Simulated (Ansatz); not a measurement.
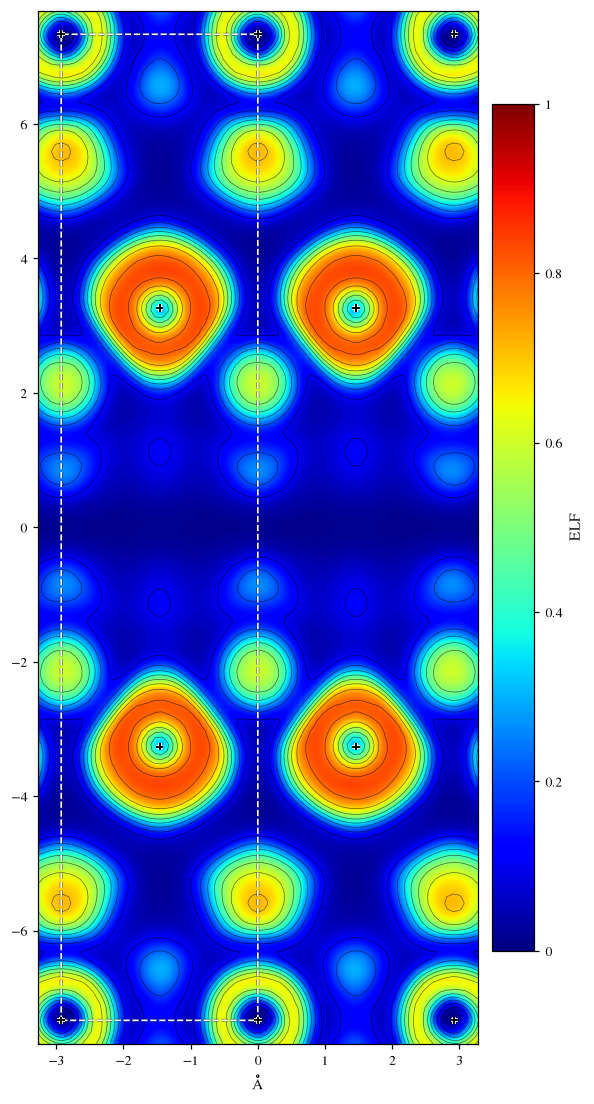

The electron localisation function on a plane through atoms (crosses mark nuclei in the plane).

The calculation used Ansatz 0.2.0, Kohn-Sham DFT of a periodic cell, LDA, Ansatz PAW.

Candidates:
A. SiGe, a = 3.98 Å, b = 3.98 Å, c = 6.58 Å, α = 90.00°, β = 90.00°, γ = 120.00°. Space group P6₃mc; a structure from a database of computed crystals, not necessarily the ambient phase; computed pressure about −6 GPa in this cell.
B. TiO₂, a = 14.03 Å, b = 2.93 Å, c = 4.64 Å, α = 90.00°, β = 91.32°, γ = 90.00°. Space group C2/m; a structure from a database of computed crystals, not necessarily the ambient phase.

Which system is this?

Candidate B: TiO₂ on the (101̄) plane of the conventional cell, which holds Ti and O. Ti–Ti (2.93 Å): the ELF is about 0.10 at the midpoint (no shared electron pair shows on this line).
